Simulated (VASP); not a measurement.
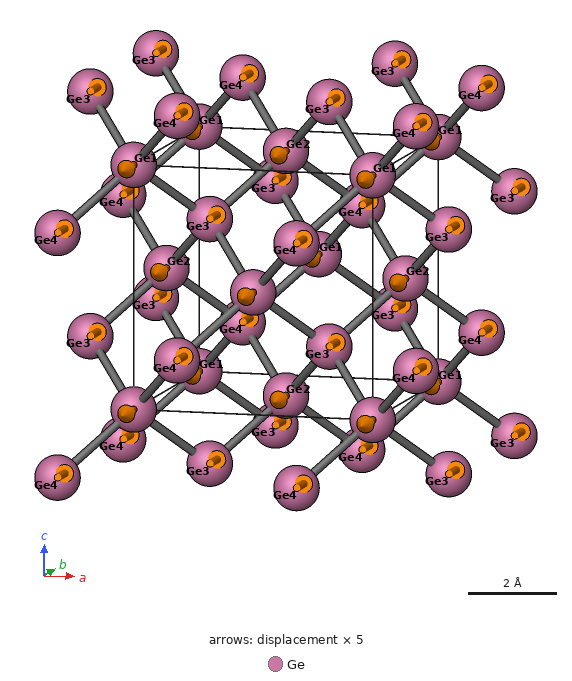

A relaxation of crystalline Ge (a generated structure, set up in Fd-3m). The starting structure is drawn; orange arrows show the displacements (the part carried along by the change of the cell is left out), 5 times their true length.

Style: ball-and-stick. Shown: the conventional cell (2 times the calculation's cell), slightly off an axis. Lengths and directions refer to the drawn axes.

The run lets cell and atoms move.

Computed with VASP 6.6.1, Kohn-Sham DFT of a periodic cell, LDA, VASP PAW LDA potentials, recommended.

Input
```
SYSTEM = Ge
PREC     = Accurate       ! precision mode
ENCUT    = 220            ! plane-wave cutoff, eV
EDIFF    = 1E-6           ! SCF threshold, eV
ISMEAR   = 0              ! smearing method
SIGMA    = 0.02           ! smearing width, eV
LREAL    = .False.        ! projectors in reciprocal space
LASPH    = .True.         ! aspherical terms in the spheres
NELM     = 60             ! most SCF steps
ALGO     = Fast           ! electronic algorithm
ISIF     = 3              ! what is computed and relaxed
LWAVE    = .False.        ! write WAVECAR
LCHARG   = .False.        ! write CHGCAR
IBRION   = 2              ! ionic algorithm
NSW      = 40             ! ionic steps
EDIFFG   = -0.02          ! ionic threshold
LATTICE_CONSTRAINTS= .FALSE. .FALSE. .TRUE.
```

Launched with:
```bash
cat potpaw_LDA.64/Ge_d/POTCAR > POTCAR
mpirun -np 1 vasp_std > vasp.out
```

### Describe the change and its energy.

The largest moves relative to the cell, 0.20 Å, are those of Ge1, Ge2, Ge3 and Ge4. Ge2 goes along −b. Cell: a = c 5.675 → 5.062 Å (−10.8 %), b unchanged at 5.675 Å, β 90.0° → 75.1°. Volume −23.1 %. Near-neighbour distances that change, for instance: Ge1–Ge4 2.457 → 2.250 Å, Ge1–Ge3 2.457 → 2.386 Å. Among the angles between lasting bonds that change: Ge3–Ge1–Ge3 109.5° → 80.5°, Ge4–Ge1–Ge4 109.5° → 126.2°. The space group (tolerance 0.01 Å) goes from Fd-3m (No. 227) to Imma (No. 74). After 14 geometry steps the energy has fallen by 601 meV per atom. Largest force component: 0.0019 eV/Å at the start, 0.012 eV/Å at the end. Pressure: −68.93 GPa at the start and −7.56 GPa at the end. At step 1 the optimiser overshot: the energy rose above the start, and later steps came back. The volume changes by over a tenth within one run on a fixed set of plane waves, so the end point should be relaxed again from the new cell.
